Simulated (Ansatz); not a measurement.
# Al₁₇As₁₆ (cell charge +2, with a compensating background) (cell with a defect): what the fields show

```yaml
crystal:
  lattice:
    - [-5.72791, 5.72791, -5.72791]
    - [-5.72791, -5.72791, 5.72791]
    - [5.72791, 5.72791, 5.72791]
  atoms:
    - { symbol: Al, position: [0.74826, 0.74826, 0.49851] }
    - { symbol: Al, position: [0.50025, 0.00000, 0.50174] }
    - { symbol: Al, position: [0.49975, 0.75149, 0.74975] }
    - { symbol: Al, position: [0.27109, 0.27109, 0.52109] }
    - { symbol: Al, position: [0.25174, 0.00000, 0.75025] }
    - { symbol: Al, position: [0.24851, 0.74826, 0.99826] }
    - { symbol: Al, position: [0.00000, 0.50025, 0.50174] }
    - { symbol: Al, position: [0.00000, 0.25174, 0.75025] }
    - { symbol: Al, position: [0.00000, 0.00000, 0.97891] }
    - { symbol: Al, position: [0.00000, 0.72891, 0.25000] }
    - { symbol: Al, position: [0.75149, 0.49975, 0.74975] }
    - { symbol: Al, position: [0.74826, 0.24851, 0.99826] }
    - { symbol: Al, position: [0.72891, 0.00000, 0.25000] }
    - { symbol: Al, position: [0.49975, 0.49975, 0.00149] }
    - { symbol: Al, position: [0.50025, 0.25174, 0.25000] }
    - { symbol: Al, position: [0.25174, 0.50025, 0.25000] }
    - { symbol: As, position: [0.00000, 0.00000, 0.73632] }
    - { symbol: As, position: [0.75000, 0.25000, 0.75000] }
    - { symbol: As, position: [0.75302, 0.00000, 0.00302] }
    - { symbol: As, position: [0.51368, 0.51368, 0.76368] }
    - { symbol: As, position: [0.50000, 0.25000, 0.00000] }
    - { symbol: As, position: [0.48632, 0.00000, 0.25000] }
    - { symbol: As, position: [0.25000, 0.75000, 0.75000] }
    - { symbol: As, position: [0.25000, 0.50000, 0.00000] }
    - { symbol: As, position: [0.24698, 0.24698, 0.25000] }
    - { symbol: As, position: [0.24698, 0.00000, 0.49698] }
    - { symbol: As, position: [0.00000, 0.75302, 0.00302] }
    - { symbol: As, position: [0.00000, 0.48632, 0.25000] }
    - { symbol: As, position: [0.00000, 0.24698, 0.49698] }
    - { symbol: As, position: [0.75302, 0.75302, 0.25000] }
    - { symbol: As, position: [0.75000, 0.50000, 0.50000] }
    - { symbol: As, position: [0.50000, 0.75000, 0.50000] }
    - { symbol: Al, position: [0.00000, 0.00000, 0.25000] }
```

Spin-polarised.

Level of theory: Ansatz 0.2.0, DFT PBE, scalar-relativistic, plane waves, PAW.

Core electrons are frozen (PAW), and the valence fields are smoothed inside the atomic spheres.

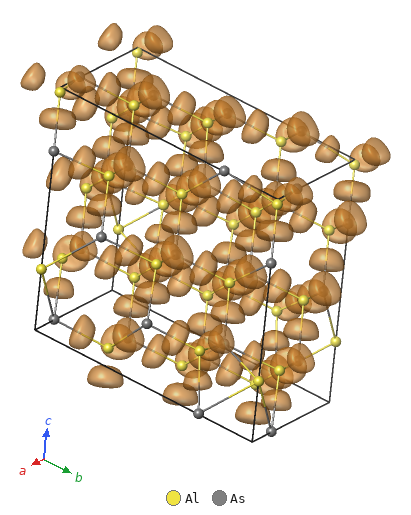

Figure 1. Isosurface of the ELF at 0.75 (orange), seen slightly off an axis. Core shells and regions of very low density are left out. Sticks mark near contacts.

Question: What do the ELF domains correspond to?

Answer: At this value the surface marks out 64 regions between bonded Al–As atoms, counted in one cell of 33 atoms. Regions shared between cells count once. Profiles from the grid: Al–As (2.41 Å): the ELF peaks at about 0.95 between the atoms. Al–As (2.45 Å): the ELF peaks at about 0.90 between the atoms.

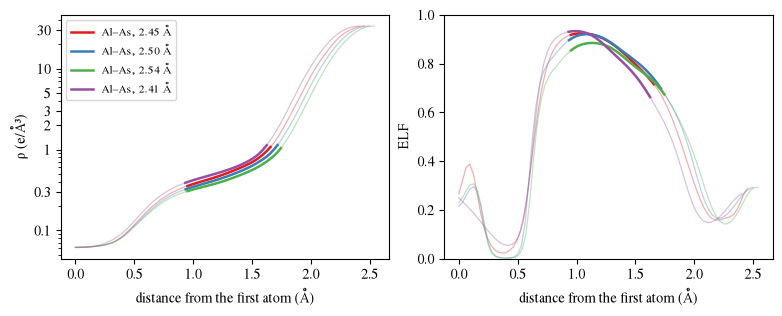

Figure 2. Valence pseudo-density and ELF along straight lines between neighbouring atoms. Thin, pale parts lie inside the atomic spheres.

Question: What can be read from the curves?

Answer: Al–As (2.45 Å): the density is about 0.47 e/Å³ at the midpoint; the ELF peaks at about 0.90 between the atoms.
Al–As (2.50 Å): ρ is about 0.44 e/Å³ halfway; the ELF peaks at about 0.90 between the atoms.
Al–As (2.54 Å): the density is about 0.41 e/Å³ at the midpoint; the ELF peaks at about 0.90 between the atoms.
Al–As (2.41 Å): the density is about 0.51 e/Å³ at the midpoint; the ELF peaks at about 0.95 between the atoms.

Question: Does the calculation give a band gap?

Answer: It is metallic or semimetallic at this level of theory: no gap opens.
